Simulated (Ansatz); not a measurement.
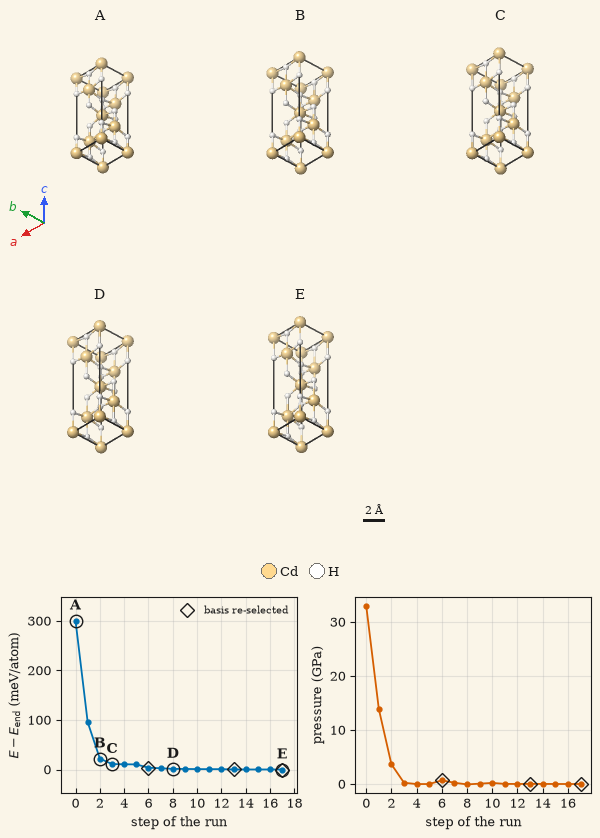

Frames of a relaxation of crystalline CdH2 (built on the anatase type), marked on the history of the run. The picture is a ball-and-stick view of the conventional cell (2 times the calculation's cell), seen from a free direction. Lengths and directions refer to the drawn axes.

Method: DFT, PBEsol, plane waves, PAW in Ansatz.

Input file:
```yaml
crystal:
  lattice:
    - [-1.76868539, 1.76868539, 4.4394003289]
    - [1.76868539, -1.76868539, 4.4394003289]
    - [1.76868539, 1.76868539, -4.4394003289]
  atoms:
    - { symbol: Cd, position: [0.75, 0.25, 0.5] }
    - { symbol: Cd, position: [0.0, 0.0, 0.0] }
    - { symbol: H, position: [0.542, 0.042, 0.5] }
    - { symbol: H, position: [0.792, 0.792, 0.0] }
    - { symbol: H, position: [0.208, 0.208, 0.0] }
    - { symbol: H, position: [0.958, 0.458, 0.5] }
kpoints:
  mp_grid: { grid: [8, 8, 8] }
hamiltonian:
  xc: pbesol
scf:
  occupations: { method: fermi_dirac, width: 0.03 }
relax:
  f_tol: 0.01
  cell: {}
  max_steps: 120
```

Launched with:
```bash
ansatz run input.yaml --threads 2 --pin off --max-ram 2211MiB --backend cpu --events-out ev --progress --plain --runs-dir out
```

What happens along the run?

Answer. The largest moves relative to the cell, 0.061 Å, are those of H3, H4, H5 and H6. H4 goes along −c. Cd stays in place. Cell: a = b 3.537 → 3.724 Å (+5.3 %), c 8.879 → 11.205 Å (+26.2 %). Volume +39.8 %. Among the contacts that change: Cd1–H3 1.847 → 2.392 Å, Cd1–Cd2 2.838 → 3.363 Å, Cd1–H4 1.808 → 1.906 Å. The space group stays I4_1/amd (No. 141). Over 14 accepted moves (17 points after the start) the energy falls by 301 meV per atom. The largest force component goes from 1.1 to under 0.0001 eV/Å. Pressure: 33.01 GPa at the start and 0.00 GPa at the end. The SCF was repeated 3 times at an unchanged geometry on a basis and grid sized afresh for the cell, which shifted the energy by 6.7 meV per atom at most. The run took 2.1 min on 2 threads of Intel(R) Xeon(R) Processor @ 2.50GHz (Skylake/Cascade Lake) (shared host), peak memory 0.43 GiB. From step 0 to 2: H atoms move most (0.15 Å), volume +25.2 %, energy −279 meV per atom. From step 2 to 3: volume +5.3 %, energy −11.2 meV per atom. From step 3 to 8: H atoms move most (0.08 Å), volume +4.3 %, energy −9.7 meV per atom. From step 8 to 17: H atoms move most (0.05 Å), volume +1.6 %, energy −1.3 meV per atom.
